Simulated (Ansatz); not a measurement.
Input

```
crystal:
  lattice:
    - [2.4210287597, 0.0, 0.0]
    - [-1.2105143798, 2.0966724092, 0.0]
    - [0.0, 0.0, 4.0325138034]
  atoms:
    - { symbol: C, position: [0.3140027079, 0.6666666667, 0.0628256308] }
    - { symbol: C, position: [0.6859972921, 0.3333333333, 0.5628256308] }
    - { symbol: C, position: [0.3526639587, 0.6666666667, 0.4371743692] }
    - { symbol: C, position: [0.6473360413, 0.3333333333, 0.9371743692] }
basis:
  ecutwfc: 520.0
kpoints:
  mp_grid: { grid: [12, 12, 6] }
hamiltonian:
  xc: lda
  pseudopotentials: { kind: paw, azcp: { folder: soft_1 } }
scf:
  occupations: { method: gaussian, width: 0.05 }
output:
  forces: true
  stress: true
  eigenvalues: true
  write_density: true
  write_potential: true
  elf: true
  volumetric_format: npy
```

Command:

```sh
ansatz run input.yaml --threads 1 --pin off --max-ram 2048MiB --backend cpu --events-out ev --progress --plain --runs-dir out
```

Below, planes, directions and counts refer to the conventional cell (a = 2.42 Å, b = 4.19 Å, c = 4.03 Å, α = 90.00°, β = 90.00°, γ = 90.00°).

Space group C222₁; changed on purpose from its base cell (mode 4 frozen in at -0.048 Å, equal normal strain along x, y and z -0.0250); not relaxed (largest force 0.6 eV/Å); computed pressure about 41 GPa in this cell; PAW files of the earlier set (soft_1).

Computed with DFT LDA, scalar-relativistic, plane waves, PAW (Ansatz 0.2.0).

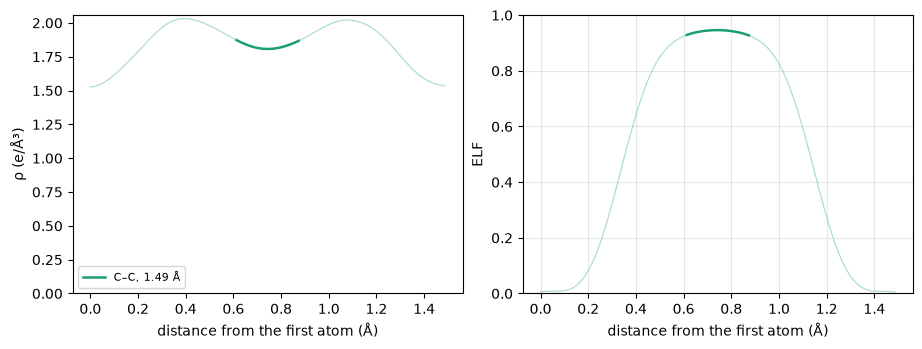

C. Valence charge density (pseudo) and ELF along straight lines between neighbouring atoms. Thin, pale parts lie inside the atomic spheres.

Core electrons are frozen (PAW), and the valence fields are smoothed inside the atomic spheres.

Question: What can be read from the curves?

Answer: C–C (1.49 Å): ρ at the midpoint is about 1.8 e/Å³; the ELF peaks at about 0.95 between the atoms; a shared electron pair.
